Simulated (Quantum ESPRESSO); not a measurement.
## A series of single points on HfB

System: HfB (2 atoms in the cell).
Method: Kohn-Sham DFT of a periodic cell, PBE, SSSP 1.3 efficiency PBE, no spin polarisation (Quantum ESPRESSO 7.5).

The 7 runs differ only in the geometry, by an even scaling of the cell at fixed fractional positions. The structure derives from an entry of the Crystallography Open Database.

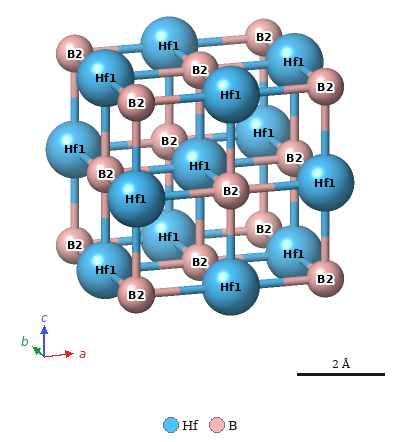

Figure 1. The structure of run 4 (ball-and-stick view of the cell 4 times as large as that of the calculation, set on its symmetry axes, seen slightly off an axis; atoms are numbered from 1 in the order of the input).

**Input file of run 4**
```
&CONTROL
  calculation = 'scf'
  prefix = 'pwscf'
  outdir = './tmp'
  pseudo_dir = './pseudo'
  tprnfor = .true.
  tstress = .true.
  disk_io = 'low'
/
&SYSTEM
  ibrav = 0
  nat = 2
  ntyp = 2
  ecutwfc = 60
  ecutrho = 440
  nbnd = 13
  occupations = 'smearing'
  smearing = 'fd'
  degauss = 0.00367493
/
&ELECTRONS
  conv_thr = 4d-10
  electron_maxstep = 120
  mixing_beta = 0.5
/
ATOMIC_SPECIES
Hf   178.4900 Hf-sp.oncvpsp.upf
B     10.8100 b_pbe_v1.4.uspp.F.UPF
CELL_PARAMETERS angstrom
   0.0000000000    2.3100000000    2.3100000000
   2.3100000000    0.0000000000    2.3100000000
   2.3100000000    2.3100000000    0.0000000000
ATOMIC_POSITIONS crystal
Hf     0.5000000000    0.5000000000    0.5000000000
B      0.0000000000    0.0000000000    0.0000000000
K_POINTS automatic
10 10 10 0 0 0
```

**File pp_density.in of run 4**
```
&INPUTPP
  prefix = 'pwscf'
  outdir = './tmp'
  filplot = 'density.dat'
  plot_num = 0
/
&PLOT
  nfile = 1
  filepp(1) = 'density.dat'
  iflag = 3
  output_format = 6
  fileout = 'density.cube'
/
```

**File pp_potential.in of run 4**
```
&INPUTPP
  prefix = 'pwscf'
  outdir = './tmp'
  filplot = 'potential.dat'
  plot_num = 11
/
&PLOT
  nfile = 1
  filepp(1) = 'potential.dat'
  iflag = 3
  output_format = 6
  fileout = 'potential.cube'
/
```

Command:
```bash
OMP_NUM_THREADS=1 pw.x -in pw.in > pw.out
OMP_NUM_THREADS=1 pp.x -in pp_density.in > pp_density.out
OMP_NUM_THREADS=1 pp.x -in pp_potential.in > pp_potential.out
```

Run 2 has the same physical settings and fractional positions; its lattice vectors (Å) are:
```
   0.000000    2.278780    2.278780
   2.278780    0.000000    2.278780
   2.278780    2.278780    0.000000
```

**Results, with one run withheld**

```csv
run,volume per atom (Å³),"free energy per atom, from the lowest run given (meV)",pressure (GPa)
1,11.587,290.50,49.93
2,11.833,?,?
3,12.080,157.93,36.51
4,12.326,106.22,30.66
5,12.573,63.14,25.30
6,12.819,27.96,20.39
7,13.066,0.00,15.90
```

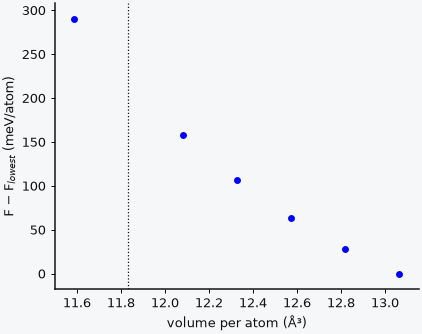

Figure 2. Free energy per atom of the runs given; the dotted line marks run 2.

Fit the runs given and predict run 2.

A cubic polynomial in V^(−2/3) (the Birch–Murnaghan form), fitted to the 6 runs given, misses them by at most 0.06 meV per atom. With x = V^(−2/3) − 0.18674 Å⁻², it reads F = 93.906 + 18177 x + 5.656e+05 x² − 3.7886e+05 x³ (meV per atom). At run 2 it gives 219.19 meV per atom, and the run itself gives 219.06. The slope of the fit gives a pressure −dF/dV of 43.01 GPa there, and the run prints 42.92 GPa. The two needn't agree exactly: the fit is approximate, and the printed stress is taken on a finite basis. The fit has no minimum inside this range.

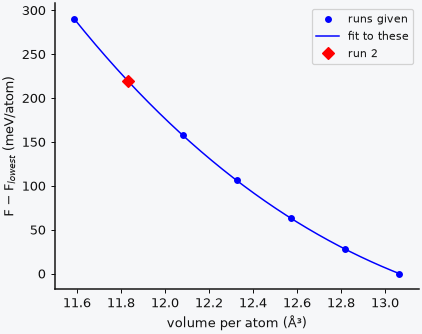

Figure 3. The fit and the withheld run.

**Some lines of the output (run 2)**
```
[...]
     number of k points=    47  Fermi-Dirac smearing, width (Ry)=  0.0037
     total energy              =    -119.19025515 Ry
     total energy              =    -119.24185787 Ry
     total energy              =    -119.24287065 Ry
     total energy              =    -119.24290830 Ry
     total energy              =    -119.24295260 Ry
     total energy              =    -119.24295459 Ry
     total energy              =    -119.24295535 Ry
     total energy              =    -119.24295536 Ry
     the Fermi energy is    15.5106 ev
!    total energy              =    -119.24295536 Ry
     The total energy is F=E-TS. E is the sum of the following terms:
     Computing stress (Cartesian axis) and pressure
          total   stress  (Ry/bohr**3)                   (kbar)     P=      429.16
```

Notes: Spin–orbit coupling is left out, which matters for Hf.
